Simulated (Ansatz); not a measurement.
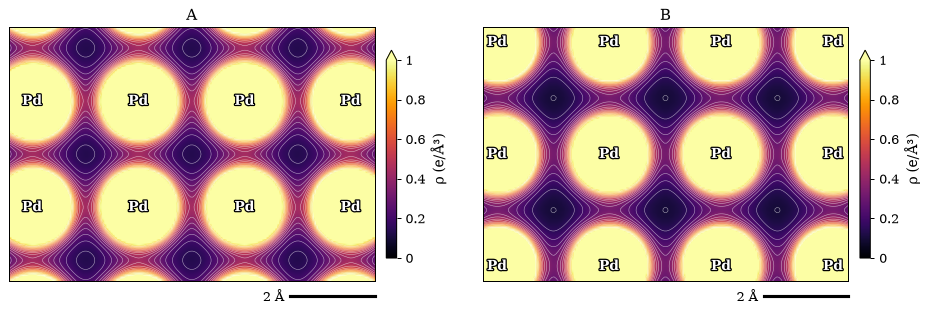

Pd. The valence pseudo-density of two cells that differ in size, on the (100) plane of each (indices in the axes of the calculation cell), at one length scale and on one colour scale; one has 16.0 and the other 18.7 Å³ an atom.

Level of theory: Ansatz, DFT, r2SCAN, plane waves (500 eV) with PAW, scalar-relativistic.

In a PAW calculation such maps are meaningful between the atoms, not at the nuclei.

The larger cell:

```
Pd
1.0
     2.65589    0.00000    0.00000
     0.00000    2.65589    0.00000
     0.00000    0.00000    2.65589
Pd
1
Cartesian
  0.0000 0.0000 0.0000
```

The smaller cell: a = 2.518 Å, b = 2.518 Å, c = 2.518 Å, α = 90.00°, β = 90.00°, γ = 90.00°.

> Which is the denser cell? Describe the effect of the change.

Panel A is the smaller cell, by 15 % in volume. From the larger cell to the smaller, Pd–Pd goes from 2.66 to 2.52 Å, and the density at its midpoint from 0.33 to 0.44 e/Å³; the pressure goes from −8 to 14 GPa.
